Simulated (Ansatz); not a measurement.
## Si: a changed input and its effect

System: Si (Amm2, 8 atoms in the cell).
Method of run 1: DFT PBE, scalar-relativistic, plane waves, PAW, PAW set soft_1, no spin polarisation (Ansatz 0.2.0).

The structure derives from a Materials Project entry. Text and figures count atoms from 1; the logs count them from 0 in places.

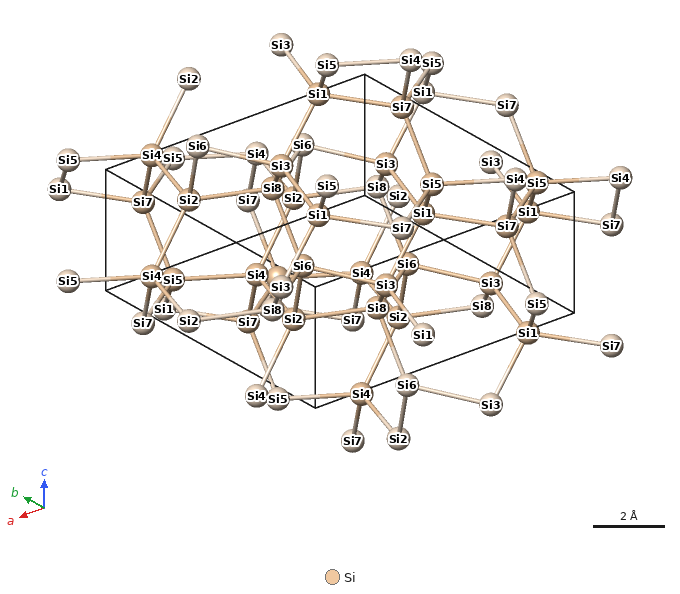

The structure (ball-and-stick view of the cell 2 times as large as that of the calculation, set on its symmetry axes, seen at an oblique angle; neighbours outside the cell are drawn fainter; atoms are numbered from 1 in the order of the input). An atom can appear more than once, as a periodic image. Near neighbours in the periodic cell (some may lie outside the picture): Si has 4 Si at 2.29 to 2.44 Å.

**Input, run 1**
```yaml
crystal:
  lattice:
    - [0.0, 0.0, 3.8608359371]
    - [3.3455832253, -3.3455832253, -1.9304179686]
    - [6.6911664507, 6.6911664507, 0.0]
  atoms:
    - { symbol: Si, position: [-0.0235719299, 0.0, 0.1786105076] }
    - { symbol: Si, position: [0.4965311538, 0.0, 0.6786105076] }
    - { symbol: Si, position: [0.4965311538, 0.0, 0.3213894924] }
    - { symbol: Si, position: [-0.0235719299, 0.0, 0.8213894924] }
    - { symbol: Si, position: [0.7245710815, 0.6427789847, 0.0] }
    - { symbol: Si, position: [0.4452486793, 0.6427789847, 0.5] }
    - { symbol: Si, position: [0.0817920968, 0.3572210153, 0.0] }
    - { symbol: Si, position: [0.8024696946, 0.3572210153, 0.5] }
basis:
  ecutwfc: 420
kpoints:
  mp_grid: { grid: [10, 10, 4] }
hamiltonian:
  xc: pbe
  pseudopotentials: { kind: paw, azcp: { folder: soft_1 } }
scf:
  occupations: { method: gaussian, width: 0.05 }
output:
  forces: true
  stress: true
  eigenvalues: true
```

Command:
```bash
ansatz run input.yaml --threads 2 --pin off --max-ram 4096MiB --backend cpu --events-out ev --progress --plain --runs-dir out
```

Hardware: 2 threads of Arm Neoverse N1, 98 GiB of memory available, shared host.

**Output, shortened to warnings, some set-up lines, iterations and results (run 1)**
```
Basis set: ecut = 420 eV, 3399 PW (Γ), exchange–correlation on 54×72×128 points (8 copies of the dense FFT grid, shifted against one another)
Symmetry: 4 space group operations
k-points: 93 of 400 (time reversal used)
Initial density: superposition of atomic densities (chi_scale 0.1, normalization cell)
[...]
SCF iter   1: F=—  HF=-5085.884136 eV  |F-HF|=—  |Δ(HF+E_count)|=         —  Δρ=4.32e-2  dr2=3.35e0  ethr=3.10e-3  ⟨swp⟩=8.5  Hψ=14972  notcnv=0  defer=3
SCF iter   2: F=—  HF=-5085.301680 eV  |F-HF|=—  |Δ(HF+E_count)|=   5.82e-1  Δρ=2.46e-2  dr2=1.13e0  ethr=3.10e-3  ⟨swp⟩=1.7  Hψ=3121  notcnv=0  defer=94
SCF iter   3: F=—  HF=-5085.035264 eV  |F-HF|=—  |Δ(HF+E_count)|=   2.66e-1  Δρ=2.81e-3  dr2=2.04e-2  ethr=3.10e-3  ⟨swp⟩=3.1  Hψ=3961  notcnv=0  defer=94
SCF iter   4: F=—  HF=-5085.047216 eV  |F-HF|=—  |Δ(HF+E_count)|=   1.20e-2  Δρ=7.43e-4  dr2=2.39e-3  ethr=6.36e-5  ⟨swp⟩=2.3  Hψ=3741  notcnv=0  defer=242
SCF iter   5: F=—  HF=-5085.048287 eV  |F-HF|=—  |Δ(HF+E_count)|=   1.07e-3  Δρ=2.51e-4  dr2=2.14e-4  ethr=7.46e-6  ⟨swp⟩=2.8  Hψ=3523  notcnv=0  defer=242
SCF iter   6: F=—  HF=-5085.048555 eV  |F-HF|=—  |Δ(HF+E_count)|=   2.68e-4  Δρ=5.12e-5  dr2=1.20e-5  ethr=6.68e-7  ⟨swp⟩=2.0  Hψ=3474  notcnv=0  defer=242
SCF iter   7: F=—  HF=-5085.048571 eV  |F-HF|=—  |Δ(HF+E_count)|=   1.60e-5  Δρ=1.65e-5  dr2=1.44e-6  ethr=3.74e-8  ⟨swp⟩=2.5  Hψ=3733  notcnv=0  defer=242
SCF iter   8: F=-5085.048572 eV  HF=-5085.048572 eV  |F-HF|=9.72e-8  |Δ(HF+E_count)|=   5.18e-7  Δρ=4.55e-6  dr2=5.31e-8  ethr=3.13e-10  ⟨swp⟩=11.7  Hψ=14703  notcnv=0
SCF 1 converged in 8 iterations: F = -5085.048572 eV  dr2 = 5.31e-8
SCF converged after 8 iterations
Free energy (F): -5085.048572 eV
Harris-Foulkes:  -5085.048572 eV  (|F-HF|=9.72e-8)
Internal energy: -5085.048040 eV  (E = F + TS)
E sigma→0 (E₀):  -5085.048306 eV
Entropy (-TS):   -0.000532 eV (-0.066 meV/atom)
Fermi energy:    5.658609 eV
--- Per-component energies (eV) ---
  E_band       = 17.192273
  E_kinetic    = 319.797906
  E_local      = -249.801997  (includes V_loc(G=0)·N_el)
  E_nonlocal   = 180.811311
  E_hartree    = 78.235137
  E_xc         = -448.796229
  E_vxc        = -378.117707  (∫ρ·V_xc dr)
  E_paw        = -4091.681247  (= ΣΔE_a)
  E_vpaw       = -11.967459  (= ΣTr[D̂ρ^β])
  E_aug_tail   = 0.000304  (compensation charges beyond the density's cutoff)
  E_ewald      = -873.613224
  E_smearing   = -0.000532  (= −TS)
  E_closure    = 0.000000  (closes the sum)
  Σ components = -5085.048572   (vs F -5085.048572, Δ=0.00e0)
--- Forces (eV/Å), atoms counted from 1 ---
  atom   1  Si    -0.19839535    -0.19839535     0.20660629
  atom   2  Si    -0.34146142    -0.34146142     0.08764393
  atom   3  Si     0.34146142     0.34146142     0.08764393
  atom   4  Si     0.19839535     0.19839535     0.20660629
  atom   5  Si     0.09967308    -0.09967308     0.56205971
  atom   6  Si     0.28471967    -0.28471967    -0.85631214
  atom   7  Si    -0.09967308     0.09967308     0.56205971
  atom   8  Si    -0.28471967     0.28471967    -0.85631214
  max |Σ_I F_I| component: 4.42e-6 eV/Å
--- Stress (GPa, compression-positive) ---
       -1.035129       0.275749       0.000000
        0.275749      -1.035129      -0.000000
        0.000000      -0.000000      -0.964447
  P = ⅓ Tr σ = -1.0116 GPa (-10.116 kbar)
```

The input of run 2 differs as follows (lines with − go, lines with + come):
```diff
-    - { symbol: Si, position: [-0.0235719299, 0.0, 0.1786105076] }
-    - { symbol: Si, position: [0.4965311538, 0.0, 0.6786105076] }
-    - { symbol: Si, position: [0.4965311538, 0.0, 0.3213894924] }
-    - { symbol: Si, position: [-0.0235719299, 0.0, 0.8213894924] }
-    - { symbol: Si, position: [0.7245710815, 0.6427789847, 0.0] }
-    - { symbol: Si, position: [0.4452486793, 0.6427789847, 0.5] }
-    - { symbol: Si, position: [0.0817920968, 0.3572210153, 0.0] }
-    - { symbol: Si, position: [0.8024696946, 0.3572210153, 0.5] }
+    - { symbol: Si, position: [-0.0445817808, 0.0, 0.1786105076] }
+    - { symbol: Si, position: [0.4634594526, 0.0, 0.6786105076] }
+    - { symbol: Si, position: [0.4634594526, 0.0, 0.3213894924] }
+    - { symbol: Si, position: [-0.0445817808, 0.0, 0.8213894924] }
+    - { symbol: Si, position: [0.8178151369, 0.6427789847, 0.0] }
+    - { symbol: Si, position: [0.406086176, 0.6427789847, 0.5] }
+    - { symbol: Si, position: [0.1750361522, 0.3572210153, 0.0] }
+    - { symbol: Si, position: [0.7633071913, 0.3572210153, 0.5] }
```

What does this change do to the results?

With the same functional and potentials, run 2 lies 37.5 meV per atom lower. The largest force goes from 0.946 to 0.814 eV/Å. The number of SCF iterations is the same.

**Output, shortened to warnings, some set-up lines, iterations and results (run 2)**
```
Basis set: ecut = 420 eV, 3399 PW (Γ), exchange–correlation on 54×72×128 points (8 copies of the dense FFT grid, shifted against one another)
Symmetry: 4 space group operations
k-points: 93 of 400 (time reversal used)
Initial density: superposition of atomic densities (chi_scale 0.1, normalization cell)
[...]
SCF iter   1: F=—  HF=-5086.142313 eV  |F-HF|=—  |Δ(HF+E_count)|=         —  Δρ=4.32e-2  dr2=3.27e0  ethr=3.10e-3  ⟨swp⟩=8.6  Hψ=14858  notcnv=0
SCF iter   2: F=—  HF=-5085.597376 eV  |F-HF|=—  |Δ(HF+E_count)|=   5.45e-1  Δρ=2.48e-2  dr2=1.13e0  ethr=3.10e-3  ⟨swp⟩=1.4  Hψ=3040  notcnv=0  defer=41
SCF iter   3: F=—  HF=-5085.334791 eV  |F-HF|=—  |Δ(HF+E_count)|=   2.63e-1  Δρ=2.50e-3  dr2=1.35e-2  ethr=3.10e-3  ⟨swp⟩=2.9  Hψ=3896  notcnv=0  defer=41
SCF iter   4: F=—  HF=-5085.346907 eV  |F-HF|=—  |Δ(HF+E_count)|=   1.21e-2  Δρ=5.94e-4  dr2=1.95e-3  ethr=4.22e-5  ⟨swp⟩=2.2  Hψ=3728  notcnv=0  defer=248
SCF iter   5: F=—  HF=-5085.348105 eV  |F-HF|=—  |Δ(HF+E_count)|=   1.20e-3  Δρ=1.74e-4  dr2=1.80e-4  ethr=6.08e-6  ⟨swp⟩=2.5  Hψ=3230  notcnv=0  defer=248
SCF iter   6: F=—  HF=-5085.348230 eV  |F-HF|=—  |Δ(HF+E_count)|=   1.25e-4  Δρ=6.80e-5  dr2=1.51e-5  ethr=5.62e-7  ⟨swp⟩=2.3  Hψ=3326  notcnv=0  defer=248
SCF iter   7: F=—  HF=-5085.348249 eV  |F-HF|=—  |Δ(HF+E_count)|=   1.92e-5  Δρ=1.46e-5  dr2=6.28e-7  ethr=4.72e-8  ⟨swp⟩=2.2  Hψ=3578  notcnv=0  defer=248
SCF iter   8: F=-5085.348251 eV  HF=-5085.348251 eV  |F-HF|=2.80e-8  |Δ(HF+E_count)|=   1.35e-6  Δρ=3.33e-6  dr2=3.94e-8  ethr=3.13e-10  ⟨swp⟩=13.0  Hψ=13676  notcnv=0
SCF 1 converged in 8 iterations: F = -5085.348251 eV  dr2 = 3.94e-8
SCF converged after 8 iterations
Free energy (F): -5085.348251 eV
Harris-Foulkes:  -5085.348251 eV  (|F-HF|=2.80e-8)
Internal energy: -5085.347900 eV  (E = F + TS)
E sigma→0 (E₀):  -5085.348075 eV
Entropy (-TS):   -0.000351 eV (-0.044 meV/atom)
Fermi energy:    5.779779 eV
--- Per-component energies (eV) ---
  E_band       = 16.819147
  E_kinetic    = 320.243893
  E_local      = -251.327415  (includes V_loc(G=0)·N_el)
  E_nonlocal   = 180.912696
  E_hartree    = 78.738815
  E_xc         = -448.996960
  E_vxc        = -378.389450  (∫ρ·V_xc dr)
  E_paw        = -4091.823352  (= ΣΔE_a)
  E_vpaw       = -12.098134  (= ΣTr[D̂ρ^β])
  E_aug_tail   = 0.000304  (compensation charges beyond the density's cutoff)
  E_ewald      = -873.095880
  E_smearing   = -0.000351  (= −TS)
  E_closure    = 0.000000  (closes the sum)
  Σ components = -5085.348251   (vs F -5085.348251, Δ=0.00e0)
--- Forces (eV/Å), atoms counted from 1 ---
  atom   1  Si    -0.07482671    -0.07482671     0.39618113
  atom   2  Si    -0.25558126    -0.25558126     0.40601388
  atom   3  Si     0.25558126     0.25558126     0.40601388
  atom   4  Si     0.07482671     0.07482671     0.39618113
  atom   5  Si     0.03367970    -0.03367970    -0.08519532
  atom   6  Si     0.27211519    -0.27211519    -0.71699132
  atom   7  Si    -0.03367970     0.03367970    -0.08519532
  atom   8  Si    -0.27211519     0.27211519    -0.71699132
  max |Σ_I F_I| component: 1.67e-5 eV/Å
--- Stress (GPa, compression-positive) ---
       -1.018002       0.065455       0.000000
        0.065455      -1.018002      -0.000000
        0.000000      -0.000000      -0.609450
  P = ⅓ Tr σ = -0.8818 GPa (-8.818 kbar)
```

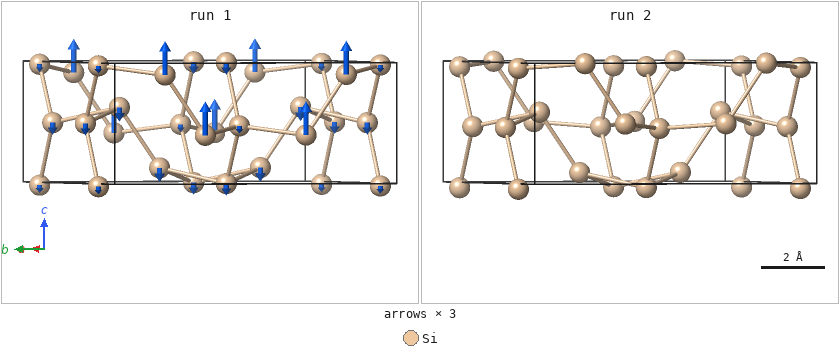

The two input geometries at one scale (ball-and-stick view of the cell 2 times as large as that of the calculation, set on its symmetry axes, seen at an oblique angle). The blue arrows on the first give the shifts of the atoms relative to the cell, with their mean removed, magnified 3 times. The largest moves, 0.36 Å, are those of Si atoms. (The mean shift of all atoms is removed.) The cell stays as it was. Among the contacts that change: Si–Si 2.420 → 2.382 Å, Si–Si 2.293 → 2.331 Å, Si–Si 2.440 → 2.436 Å.

**The two runs side by side**

| quantity | run 1 | run 2 |
| --- | --- | --- |
| outcome | converged | converged |
| free energy per atom (eV) | −635.6311 | −635.6685 |
| pressure (GPa) | −1.01 | −0.88 |
| largest force (eV/Å) | 0.946 | 0.814 |
| SCF iterations | 8 | 8 |
| irreducible k-points | 93 | 93 |
| plane waves at Γ | 3399 | 3399 |
| wall time (shared host) | 33 s | 31 s |
